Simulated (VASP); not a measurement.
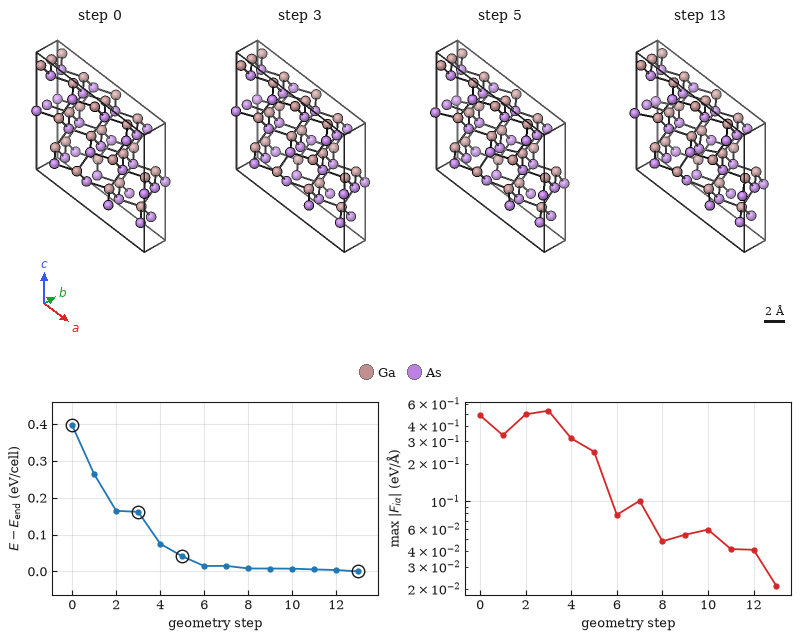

Frames of a relaxation of a defect cell of composition Ga11As12, marked on the history of the run. Style: ball-and-stick. Shown: the conventional cell (2 times the calculation's cell) (origin shifted), slightly off an axis. Lengths and directions refer to the drawn axes.

The run lets the atoms move in a fixed cell.

These are results of Kohn-Sham DFT of a periodic cell, PBEsol, VASP PAW PBE potentials, recommended (VASP), not measurements.

Input file:
```
PREC     = Accurate       # precision mode
ENCUT    = 350            # plane-wave cutoff, eV
EDIFF    = 1E-5           # SCF threshold, eV
ISMEAR   = 0              # smearing method
SIGMA    = 0.03           # smearing width, eV
LREAL    = Auto         
LASPH    = True           # aspherical terms in the spheres
NELM     = 120            # most SCF steps
ALGO     = Normal         # electronic algorithm
ISIF     = 2              # what is computed and relaxed
LWAVE    = False          # write WAVECAR
LCHARG   = False          # write CHGCAR
ISPIN    = 2              # spin polarisation
MAGMOM   = 0 0 0 0 0 0 0 0 0 0 0 0.5 0.5 0.5 0 0 0 0 0 0.5 0 0 0 # initial moments
LORBIT   = 11             # projections on sites
GGA      = PS             # functional
IBRION   = 2              # ionic algorithm
NSW      = 40             # ionic steps
EDIFFG   = -0.03          # ionic threshold
NELECT   = 204.0        
KPAR     = 2
```

Launched with:
```bash
cat potpaw_PBE.64/Ga_d/POTCAR potpaw_PBE.64/As/POTCAR > POTCAR
mpirun -np 4 vasp_std > vasp.out
```

**What happens along the run?**

Over 13 geometry steps the energy falls by 0.397 eV per cell of the calculation. Largest force component: 0.48 eV/Å at the start, 0.021 eV/Å at the end. An As atom moves most: 0.32 Å along [−1 0 −2]. Largest moves by element: As 0.32 Å, Ga 0.11 Å. The cell stays as it was. Some distances before and after: As–Ga 2.448 → 2.483 Å, As–Ga 2.448 → 2.460 Å, As–Ga 2.448 → 2.439 Å. Bond angles that change, for instance: As–Ga–As 109.5° → 119.6°, As–Ga–As 109.5° → 119.2°, Ga–As–Ga 109.5° → 101.3°. From step 0 to 3: Ga atoms move most (0.09 Å), energy −0.235 eV per cell of the calculation. From step 3 to 5: an As atom moves most (0.14 Å), energy −0.121 eV per cell of the calculation. From step 5 to 13: an As atom moves most (0.10 Å), energy −41.3 meV per cell of the calculation.

| step | E − E(0), meV/atom | largest force component, eV/Å |
| --- | --- | --- |
| 0 | 0.00 | 0.4848 |
| 1 | -5.77 | 0.3365 |
| 2 | -10.10 | 0.4938 |
| 3 | -10.22 | 0.5278 |
| 4 | -13.98 | 0.3174 |
| 5 | -15.47 | 0.2488 |
| 6 | -16.62 | 0.0780 |
| 7 | -16.60 | 0.1008 |
| 8 | -16.91 | 0.0479 |
| 9 | -16.92 | 0.0541 |
| 10 | -16.93 | 0.0594 |
| 11 | -17.02 | 0.0416 |
| 12 | -17.09 | 0.0410 |
| 13 | -17.26 | 0.0210 |

Limits of the set-up: the periodic images lie only 8.0 Å apart, so the values are limited by the cell's size.
